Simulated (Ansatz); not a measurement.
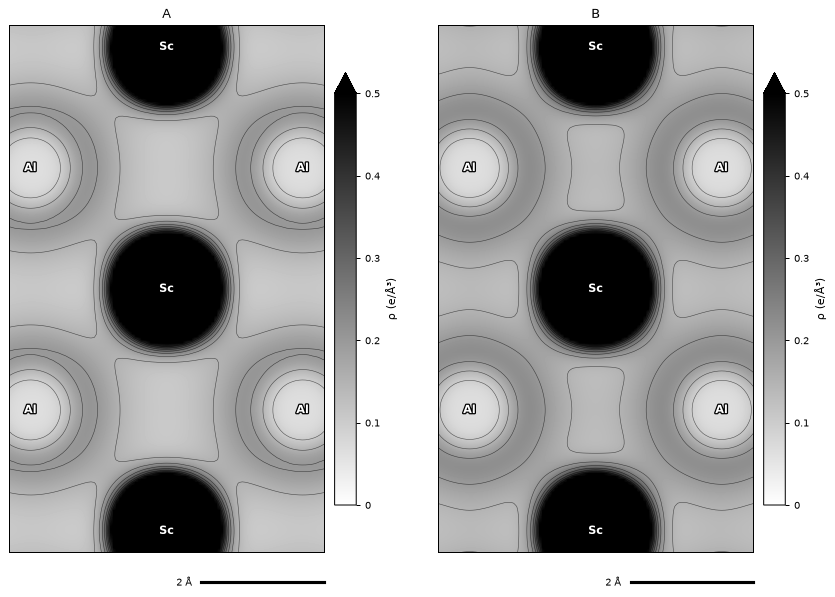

ScAl3. The valence charge density (pseudo) of two cells that differ in size and shape, on the (100) plane of each (indices in the axes of the calculation cell), at one length scale and on one colour scale; one has 16.6 and the other 19.4 Å³ an atom.

The calculation used DFT PBE, scalar-relativistic, plane waves, PAW in Ansatz.

In a PAW calculation such maps are meaningful between the atoms, not at the nuclei.

Q: Which panel shows the smaller cell, and what does the compression change?

A: Panel B is the smaller cell, by 14 % in volume. From the larger cell to the smaller, Sc–Al goes from 2.97 to 2.85 Å, and the density at its midpoint from 0.16 to 0.18 e/Å³; the pressure goes from −7 to 4.0 GPa.
